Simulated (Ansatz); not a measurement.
ScAlN₂ (space group R-3m, No. 166): the input geometry of an electronic-structure calculation (not necessarily at equilibrium); the starting structure was generated, so it need not be a known form of this composition.

```cif
data_structure
_symmetry_space_group_name_H-M 'R-3m:H'
_symmetry_Int_Tables_number 166
_cell_length_a 3.0369
_cell_length_b 3.0369
_cell_length_c 14.7462
_cell_angle_alpha 90.000
_cell_angle_beta 90.000
_cell_angle_gamma 120.000
_cell_volume 117.78
loop_
_atom_site_label
_atom_site_type_symbol
_atom_site_symmetry_multiplicity
_atom_site_Wyckoff_symbol
_atom_site_fract_x
_atom_site_fract_y
_atom_site_fract_z
_atom_site_occupancy
Sc1 Sc 3 a 0.00000 0.00000 0.00000 1
Al1 Al 3 b 0.33333 0.66667 0.16667 1
N1 N 6 c 0.00000 0.00000 0.24331 1
```

Describe how the polyhedra about Al are linked (bonds: Al–N below 2.3 Å).

Al: AlN6 octahedron, sharing edges with six neighbours.

They form layers of edge-sharing octahedra parallel to (001). Their corner atoms also have Sc as close neighbours (those links are not drawn).

Centre to centre across a shared edge: 3.04 Å.

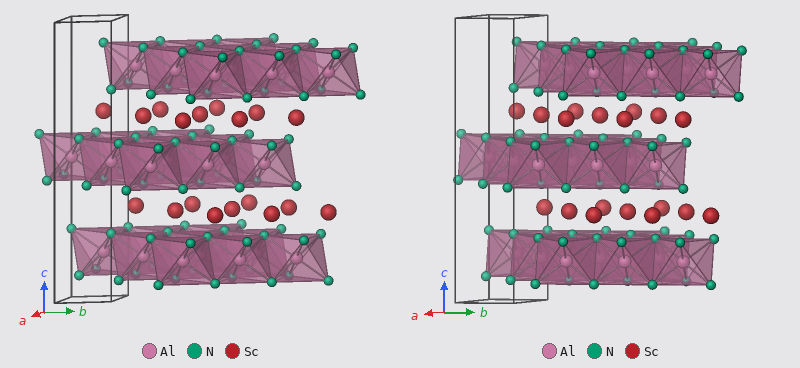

Polyhedra are drawn about Al (bonds: Al–N below 2.3 Å); other atoms are plain spheres. Two views of the same piece.
